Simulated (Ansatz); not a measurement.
System: Zn$_{4}$HSe$_{4}$ (cell charge +1, with a compensating background) (distorted or defective cell).

Input file:

```
crystal:
  lattice:
    - [-3.9820046754, -3.9820046754, 0.0]
    - [-3.9820046754, 3.9820046754, 0.0]
    - [3.9820046754, 0.0, -5.2585263399]
  atoms:
    - { symbol: Zn, position: [1.0, 1.0, 1.0] }
    - { symbol: Zn, position: [0.5, 0.5, 1.0] }
    - { symbol: Zn, position: [1.0, 0.5, 1.0] }
    - { symbol: Zn, position: [0.5, 1.0, 1.0] }
    - { symbol: Se, position: [0.1101682683, 0.6101682683, 0.7203365366] }
    - { symbol: Se, position: [0.6101682683, 0.1101682683, 0.7203365366] }
    - { symbol: Se, position: [0.8898317317, 0.8898317317, 0.2796634634] }
    - { symbol: Se, position: [0.3898317317, 0.3898317317, 0.2796634634] }
    - { symbol: H, position: [1.041645934, 0.2083126007, 0.5755407626] }
total_charge: 1
basis:
  ecutwfc: 420
kpoints:
  mp_grid: { grid: [6, 6, 6] }
hamiltonian:
  xc: lda
  pseudopotentials: { kind: paw, azcp: { folder: soft_1 } }
scf:
  occupations: { method: gaussian, width: 0.05 }
output:
  forces: true
  stress: true
  eigenvalues: true
  write_density: true
  write_potential: true
  elf: true
  volumetric_format: npy
```

Launched as:

```sh
ansatz run input.yaml --threads 4 --pin off --max-ram 8192MiB --backend cpu --events-out ev --progress --plain --runs-dir out
```

A point of a scan over the structure, not its minimum; not relaxed (largest force 1.2 eV/Å); PAW files of the earlier set (soft_1).

The calculation used DFT LDA, scalar-relativistic, plane waves, PAW (Ansatz).

Predict the valence pseudo-density and electron localisation function between the atoms.

Answer. Zn–Se (2.48 Å): ρ at the midpoint is about 0.43 e/Å³; the ELF is about 0.55 at the midpoint.

Metal or insulator at this level of theory?

Answer. It is gapped, with a Kohn–Sham gap of 0.87 eV on the k-point mesh, an upper bound to the gap of this method.

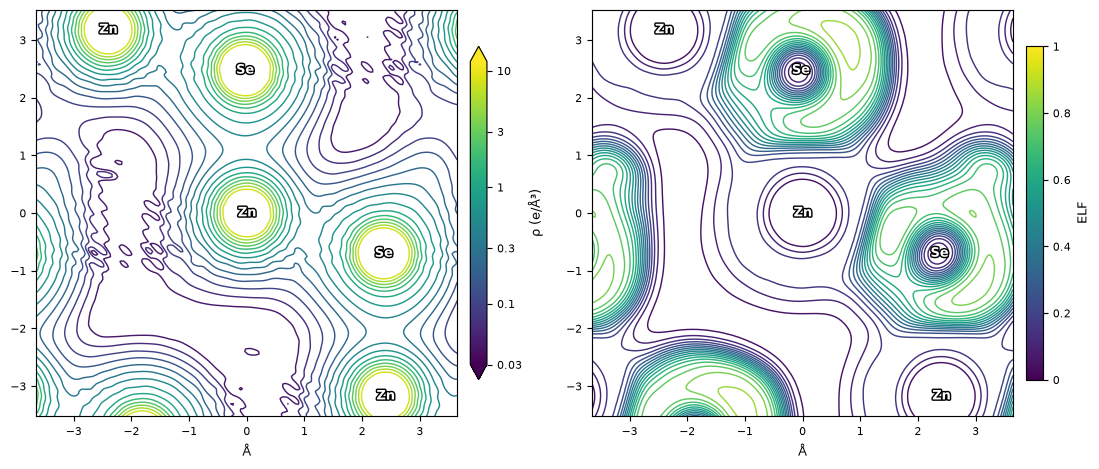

Computed valence pseudo-density and electron localisation function on the (11̄0) plane of the calculation cell, in this order. 
